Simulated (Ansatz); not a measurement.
## Electronic structure of HfO2 in real space

Input file:

```
crystal:
  lattice:
    - [0.0, 2.5575, 2.5575]
    - [2.5575, 0.0, 2.5575]
    - [2.5575, 2.5575, 0.0]
  atoms:
    - { symbol: Hf, position: [0.0195503421, -0.0195503421, -0.0195503421] }
    - { symbol: O, position: [0.25, 0.25, 0.25] }
    - { symbol: O, position: [0.75, 0.75, 0.75] }
basis:
  ecutwfc: 420
kpoints:
  mp_grid: { grid: [8, 8, 8] }
hamiltonian:
  xc: pbe
scf:
  occupations: { method: gaussian, width: 0.05 }
output:
  forces: true
  stress: true
  eigenvalues: true
  write_density: true
  write_potential: true
  elf: true
  volumetric_format: npy
```

Launched as:

```sh
ansatz run input.yaml --threads 1 --pin off --max-ram 2560MiB --backend cpu --events-out ev --progress --plain --runs-dir out
```

Below, planes, directions and counts refer to the conventional cell (a = 3.62 Å, b = 3.62 Å, c = 5.12 Å, α = 90.00°, β = 90.00°, γ = 90.00°).

Space group I4mm; changed on purpose from its base cell (all Hf atoms moved -0.100 Å, as atom 1 along Cartesian [1 0 0]); not relaxed (largest force 0.5 eV/Å).

Computed with DFT PBE, scalar-relativistic, plane waves, PAW (Ansatz 0.2.0).

In a PAW calculation such maps are meaningful between the atoms, not at the nuclei.

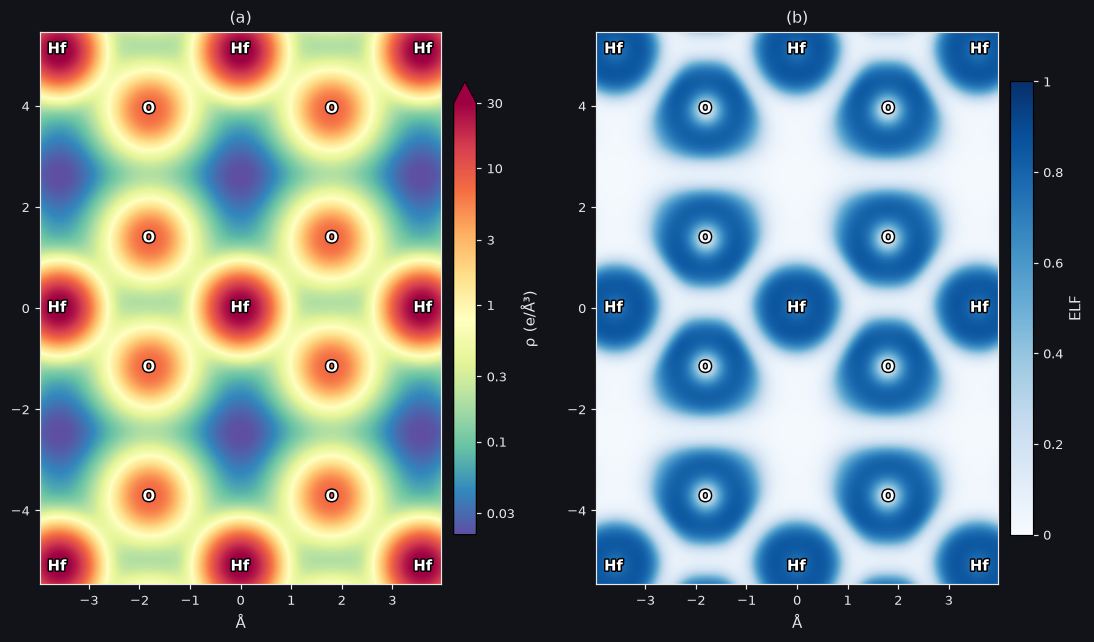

Figure 1. (a) valence charge density (pseudo); (b) electron localisation function on the (100) plane of the conventional cell.

Q: What do the fields say about this system?

A: The plane passes through Hf and O nuclei. Hf–O (2.16 Å): ρ at the midpoint is about 0.64 e/Å³; the ELF peaks at about 0.85 in the valence shell of O, 0.6 Å from its nucleus, and drops to about 0.20 between the two atoms (no localised pair shows between them). Hf–O (2.27 Å): ρ is about 0.47 e/Å³ halfway; the ELF peaks at about 0.85 in the valence shell of O, 0.6 Å from its nucleus, and drops to about 0.15 between the two atoms: no shared electron pair shows on this line. Between the atoms the lowest density in this plane is 0.02 e/Å³. The features right at Hf lie inside the PAW spheres, where the map follows smoothed inner orbitals and isn't to be read closely.

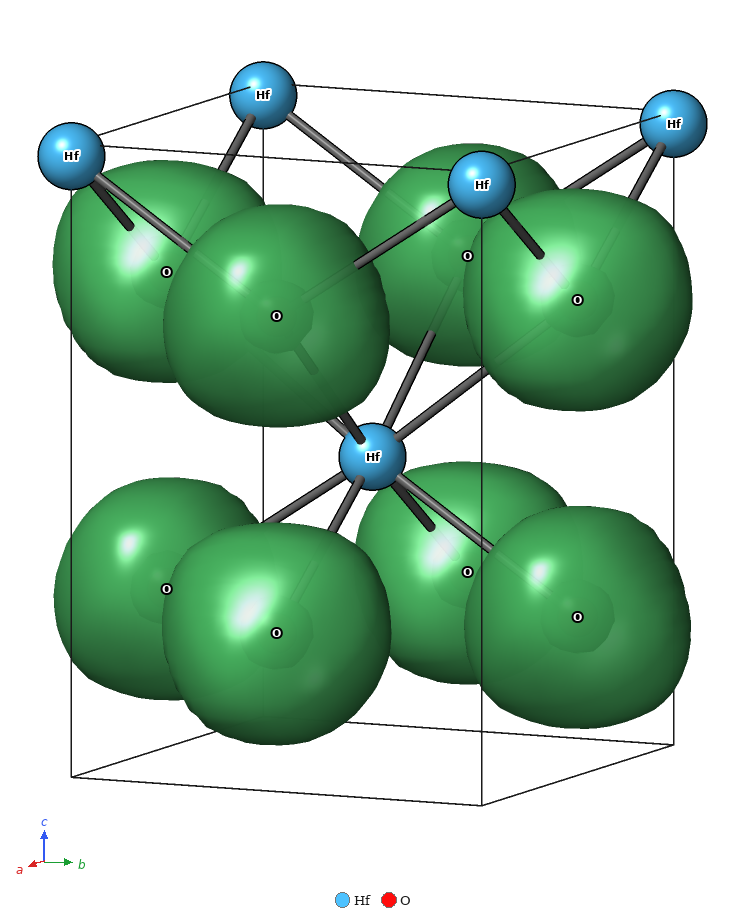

Figure 2. Isosurface of the ELF at 0.6 (green), seen at an oblique angle. Only the valence region is drawn (cores and ρ < 0.01 e/Å³ removed). Sticks mark near contacts.

Q: Where are the electrons localised?

A: The surface consists of four regions wrapped around O (the valence shell of each), counted in one cell of 6 atoms. Regions shared between cells count once.

Q: Does the calculation make it a metal, or give it a gap?

A: It is gapped, with a Kohn–Sham gap of 3.7 eV on the k-point mesh, an upper bound to the gap of this method.
